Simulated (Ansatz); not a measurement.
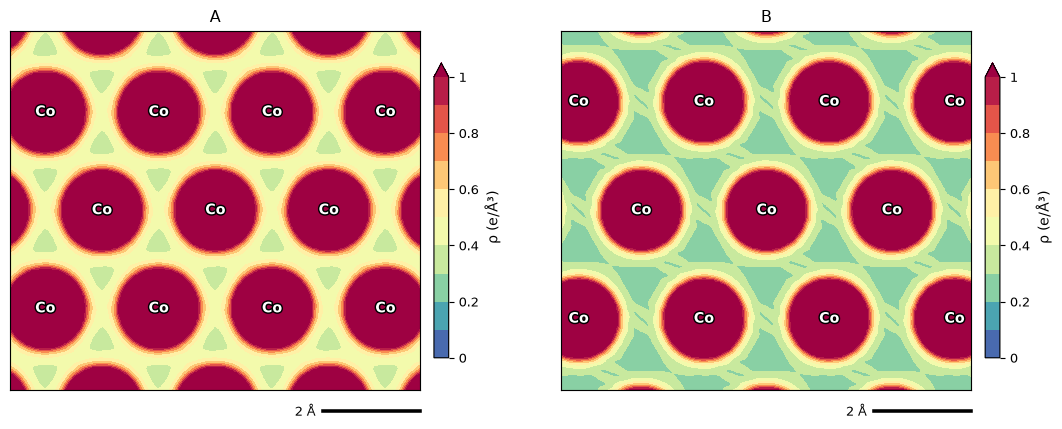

Co. The valence charge density (pseudo) of two cells that differ in size and shape, on the (001) plane of each (indices in the axes of the calculation cell), at one length scale and on one colour scale: B has 10.9 Å³ an atom and A 9.6.

Space group P6₃/mmc; a structure from a database of computed crystals, not necessarily the ambient phase; spin-polarised.

Level of theory: Ansatz 0.2.0, DFT PBEsol, scalar-relativistic, plane waves, PAW.

In a PAW calculation such maps are meaningful between the atoms, not at the nuclei.

The larger cell:

```cif
data_structure
_symmetry_space_group_name_H-M 'P 1'
_symmetry_Int_Tables_number 1
_cell_length_a 2.5780
_cell_length_b 2.5780
_cell_length_c 7.5666
_cell_angle_alpha 90.000
_cell_angle_beta 90.000
_cell_angle_gamma 120.000
_cell_volume 43.55
loop_
_atom_site_label
_atom_site_type_symbol
_atom_site_fract_x
_atom_site_fract_y
_atom_site_fract_z
_atom_site_occupancy
Co1 Co 0.00000 0.00000 0.00000 1
Co2 Co 0.33333 0.66667 0.25000 1
Co3 Co 0.00000 0.00000 0.50000 1
Co4 Co 0.66667 0.33333 0.75000 1
```

The smaller cell: a = 2.332 Å, b = 2.332 Å, c = 8.164 Å, α = 90.00°, β = 90.00°, γ = 120.00°.

Q: What changes from the larger cell to the smaller?

A: From the larger cell to the smaller, Co–Co goes from 2.58 to 2.33 Å, and the density at its midpoint from 0.29 to 0.42 e/Å³; the pressure goes from −8 to 25 GPa; the largest moment (Co) goes from 1.7 to 1.6 μB.
